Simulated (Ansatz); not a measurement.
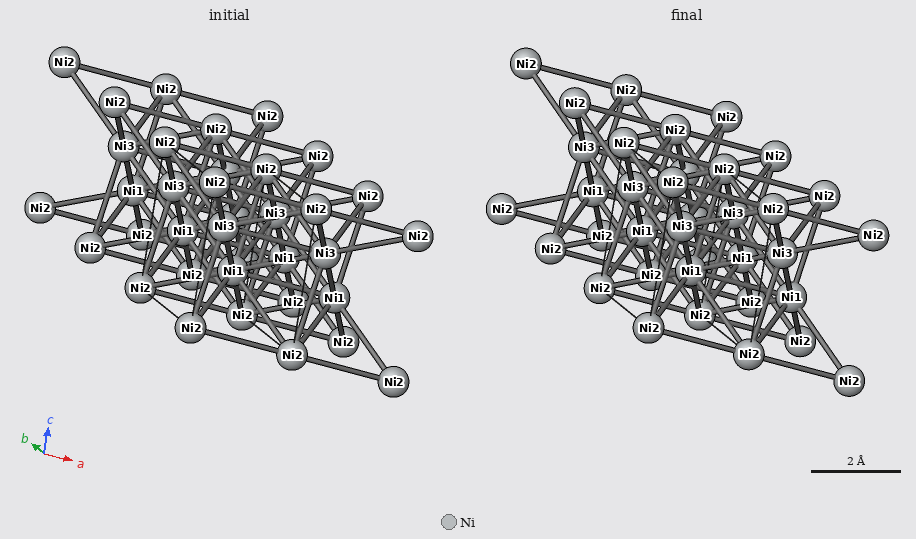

The structure of crystalline Ni (set up in R-3m) before (left) and after (right) a relaxation, at one scale.

Style: ball-and-stick. Shown: the reduced cell, repeated 2 × 3 × 1 with one cell outlined, slightly off an axis. Lengths and directions refer to the drawn axes.

Case: film's bulk on the substrate's plane, third vector and atoms relaxed.

Computed with DFT PBE, scalar-relativistic, plane waves, PAW in Ansatz 0.2.0. (plane-wave cutoff 420 eV; k-point mesh 9 × 9 × 16; occupations gaussian; smearing width 0.1 eV; collinear spin; cell relaxed at fixed a, b, gamma; force threshold 0.01 eV/Å; at most 50 steps)

What changed between the two?

The energy falls by 7.1 meV per cell of the calculation in 3 accepted moves (4 points after the start). All forces vanish by symmetry, so only the cell relaxes. Pressure: 4.35 GPa at the start and 7.15 GPa at the end. The SCF was repeated once at an unchanged geometry on a basis and grid sized afresh for the cell, which shifted the energy by 0.2 meV per cell of the calculation at most. The atoms keep their places relative to the cell (all moves are under 0.005 Å). Cell: a 2.515 → 2.491 Å (−1.0 %), b 3.500 → 3.483 Å (−0.5 %), c unchanged at 4.214 Å, α 113.7° → 113.8°, β 106.2° → 106.4°, γ 92.6° → 91.9°. Volume −1.4 %. Some distances before and after: Ni1–Ni1 2.515 → 2.491 Å. The space group stays R-3m (No. 166). Cost: 2.2 min on 4 threads of Arm Neoverse N1, with other jobs on the host, peak memory 0.85 GiB.
